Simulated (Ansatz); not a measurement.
```yaml
crystal:
  lattice:
    - [4.87700, 0.00000, 0.00000]
    - [0.00000, 4.87700, 0.00000]
    - [0.00000, 0.00000, 4.87700]
  atoms:
    - { symbol: Y, position: [0.00000, 0.00000, 0.00000] }
    - { symbol: Y, position: [0.50000, 0.50000, 0.00000] }
    - { symbol: Y, position: [0.50000, 0.00000, 0.50000] }
    - { symbol: Y, position: [0.00000, 0.50000, 0.50000] }
    - { symbol: N, position: [0.50000, 0.00000, 0.00000] }
    - { symbol: N, position: [0.00000, 0.50000, 0.00000] }
    - { symbol: N, position: [0.00000, 0.00000, 0.50000] }
    - { symbol: N, position: [0.50000, 0.50000, 0.50000] }
```

Space group Fm-3m; the calculation finds a residual pressure of about 3 GPa at this fixed cell.

All numbers below come from Ansatz 0.2.0, DFT PBE, scalar-relativistic, plane waves, PAW.

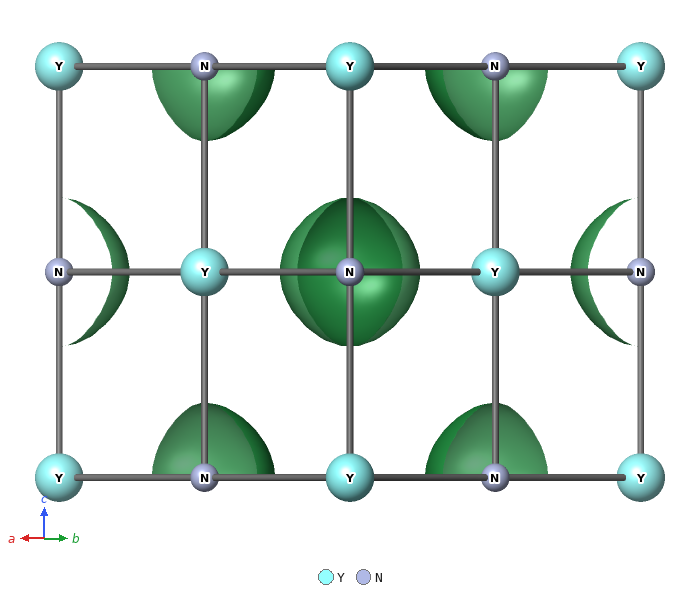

YN. Bonding charge density, ρ(crystal) − Σ ρ(neutral atoms): green surfaces at +0.1, none at −0.1 e/Å³, in the conventional cell seen along [110] (the regions close to the nuclei are left out). Cores are masked to 1.0 Å (Y) and 0.6 Å (N).

Core electrons are frozen (PAW), so the fields are smoothed inside the atomic spheres.

Question: Where does charge go when the atoms form this crystal?

Answer: N–Y (2.44 Å): Δρ is +0.03 e/Å³ at the midpoint (close to a masked core, so read it with care).
Y–Y (3.45 Å): Δρ is −0.03 e/Å³ at the midpoint.
Over the whole cell, outside the masked cores, the largest gain lies at the edge of the masked core of N, and the largest loss lies at the edge of the masked core of Y.
The rearranged charge, half the integral of |Δρ|, is about 0.29 e an atom.
Bader charges: Y +1.88 and N −1.88 e.

The run took 7.7 s on 1 thread of Arm Neoverse V2, on a shared host, peak memory 0.3 GiB.
